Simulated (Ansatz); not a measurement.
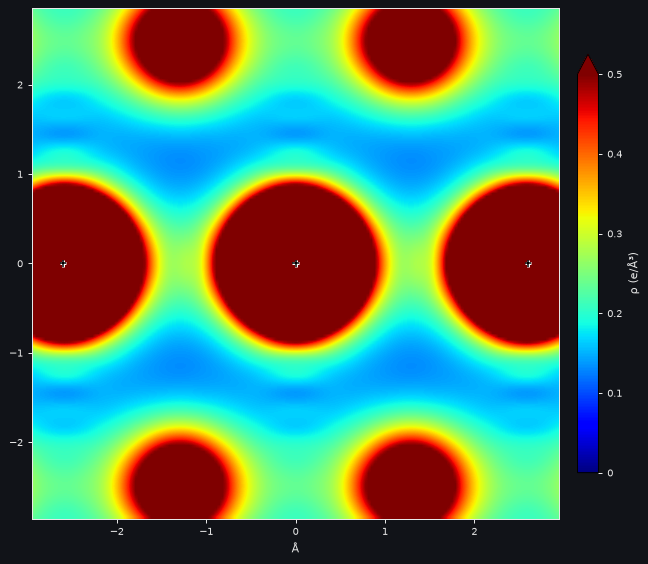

The valence pseudo-density on a plane through atoms (crosses mark nuclei in the plane).

The calculation used DFT PBEsol, scalar-relativistic, plane waves, PAW (Ansatz).

Candidates:
A. MoS2, a = 3.14 Å, b = 3.14 Å, c = 18.86 Å, α = 90.00°, β = 90.00°, γ = 120.00°. Space group R3m; a structure from a database of computed crystals, not necessarily the ambient phase; computed without spin polarisation.
B. Zn, a = 2.60 Å, b = 2.60 Å, c = 5.01 Å, α = 90.00°, β = 90.00°, γ = 120.00°. Space group P6₃/mmc; changed on purpose from its base cell (volume × 1.03, shape and atoms relaxed).
C. SnO, a = 3.81 Å, b = 3.81 Å, c = 4.75 Å, α = 90.00°, β = 90.00°, γ = 90.00°. Space group P4/nmm; a structure from a database of computed crystals, not necessarily the ambient phase.

Q: Which candidate gave the map?

A: Candidate B: Zn on the (100) plane of the conventional cell, which holds Zn. Zn–Zn (2.60 Å): the density is about 0.27 e/Å³ at the midpoint.
